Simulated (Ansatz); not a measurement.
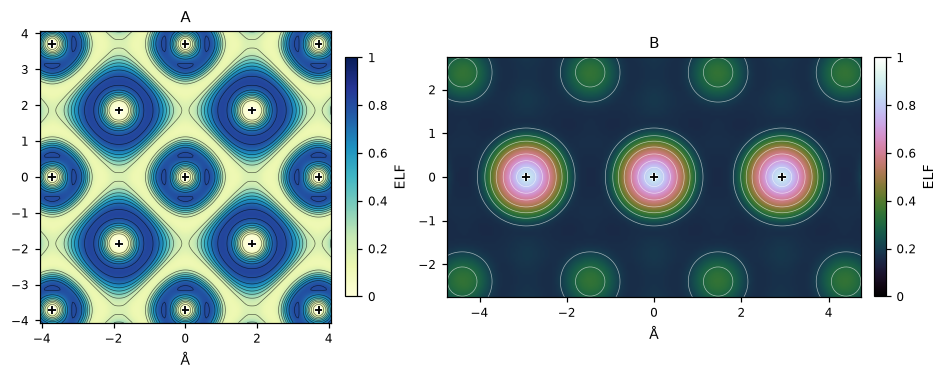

The electron localisation function of 2 systems, each on a plane through atoms (crosses mark nuclei in the plane).

Level of theory: Ansatz 0.2.0, DFT PBEsol, scalar-relativistic, plane waves, PAW.

System 1: ZrS, the (001) plane of the conventional cell. Space group I4/mmm; changed on purpose from its base cell (strain -0.0750 x Voigt [0, 1, 0, 0, 0, 0], atoms carried along); computed pressure about 7 GPa in this cell.

```cif
data_structure
_symmetry_space_group_name_H-M 'P 1'
_symmetry_Int_Tables_number 1
_cell_length_a 3.7123
_cell_length_b 3.7123
_cell_length_c 4.8563
_cell_angle_alpha 90.000
_cell_angle_beta 90.000
_cell_angle_gamma 90.000
_cell_volume 66.93
loop_
_atom_site_label
_atom_site_type_symbol
_atom_site_fract_x
_atom_site_fract_y
_atom_site_fract_z
_atom_site_occupancy
Zr1 Zr 0.00000 0.00000 0.00000 1
Zr2 Zr 0.50000 0.50000 0.50000 1
S1 S 0.00000 0.00000 0.50000 1
S2 S 0.50000 0.50000 0.00000 1
```

System 2: Ag, the (010) plane of the conventional cell. Space group Cmcm; changed on purpose from its base cell (strain +0.0525 x Voigt [0, 1, 0, 0, 0, 0], atoms carried along); computed pressure about −10 GPa in this cell.

> Which map belongs to which system?

Panel A is system 1, ZrS: the plane holds Zr and S. Zr–S (2.62 Å): the ELF peaks at about 0.80 in the valence shell of S, 0.8 Å from its nucleus, and is about 0.25 at the midpoint; no shared electron pair shows on this line. Panel B is system 2, Ag: the plane holds Ag. Ag–Ag (2.93 Å): the ELF is about 0.15 at the midpoint; no localised pair shows between them.
